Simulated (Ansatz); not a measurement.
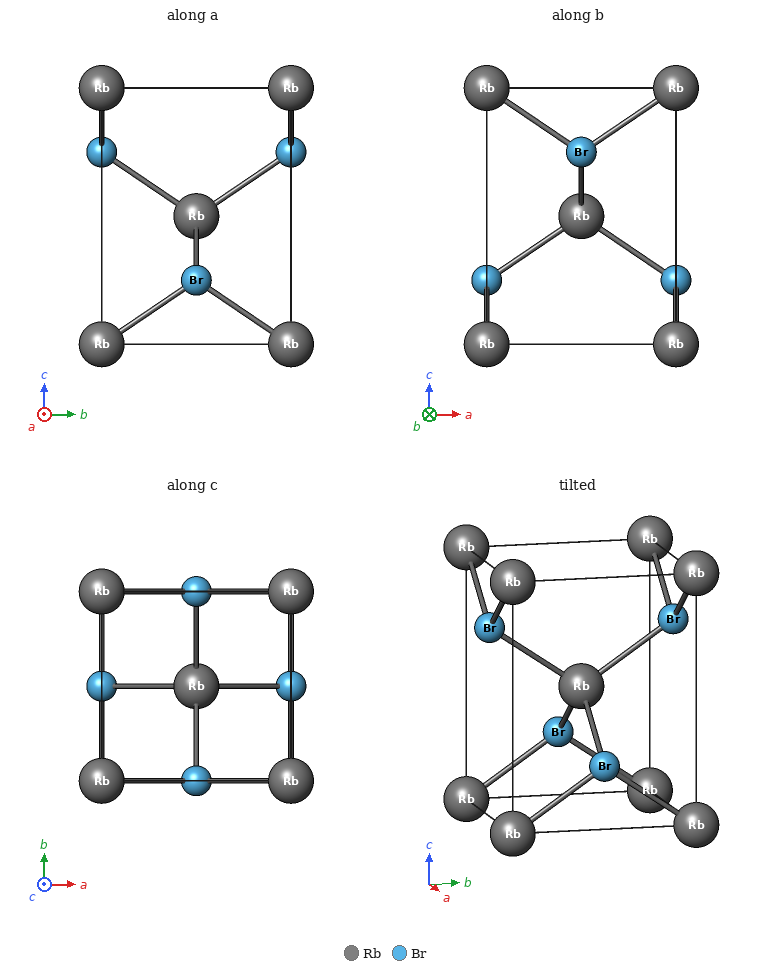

The structure above is drawn in ball-and-stick style and viewed along the a axis, along the b axis, along the c axis and slightly off an axis. Lines trace the edges of the conventional unit cell.

Lattice parameters: a = 5.5505 Å, b = 5.5505 Å, c = 7.5143 Å, α = 90.000°, β = 90.000°, γ = 90.000°.

**Record the structure as a CIF with its space group and independent sites.**

```cif
data_structure
_symmetry_space_group_name_H-M 'I -4 m 2'
_symmetry_Int_Tables_number 119
_cell_length_a 5.5505
_cell_length_b 5.5505
_cell_length_c 7.5143
_cell_angle_alpha 90.000
_cell_angle_beta 90.000
_cell_angle_gamma 90.000
_cell_volume 231.51
loop_
_atom_site_label
_atom_site_type_symbol
_atom_site_symmetry_multiplicity
_atom_site_Wyckoff_symbol
_atom_site_fract_x
_atom_site_fract_y
_atom_site_fract_z
_atom_site_occupancy
Rb1 Rb 2 a 0.0000 0.0000 0.0000 1
Br1 Br 2 c 0.5000 0.0000 0.7500 1
```

The structure was taken from a structure type filled with these elements by a generator (whether the compound takes this form wasn't checked). The cell was then strained or its atoms displaced on purpose. It was run through Ansatz as a DFT input.
